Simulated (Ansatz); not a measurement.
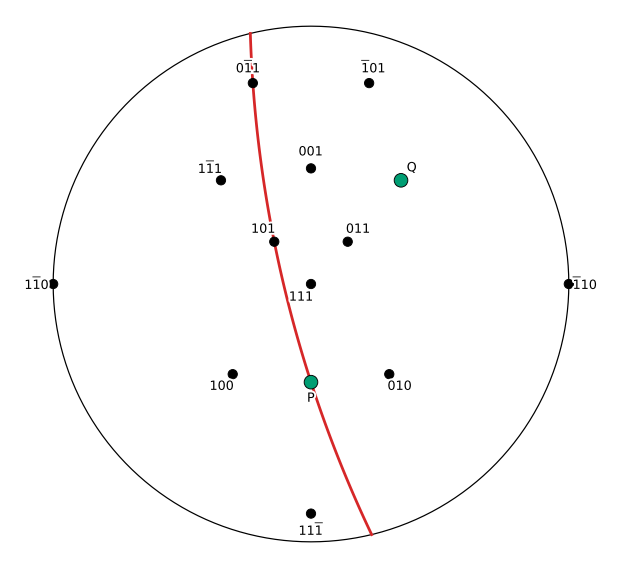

Crystal: Ta, the input geometry of an electronic-structure calculation (not necessarily at equilibrium); the starting structure was generated, so it need not be a known form of this composition. Stereographic projection of plane normals (upper hemisphere) centred on (1 1 1). The drawing is computed from the coordinates (standard cell, symmetry found to 0.002 Å).

a = 4.893 Å, b = 4.893 Å, c = 2.747 Å, α = 90.00°, β = 90.00°, γ = 120.00°.

Index the poles marked P, Q.

P is (1 1 0), in four indices (1 1 −2 0), 41.7° from the centre; Q is (−1 1 1), in four indices (−1 1 0 1), 56.1° from the centre.

Which zone does the coloured great circle trace?

The zone [1 −1 −1]: its poles satisfy h − k − l = 0.

What is the angle between the normals of (1 1 0) and (1 1 1), and what are their d_hkl = 1/|g|?

41.7°; d = 2.447 Å and 1.827 Å.
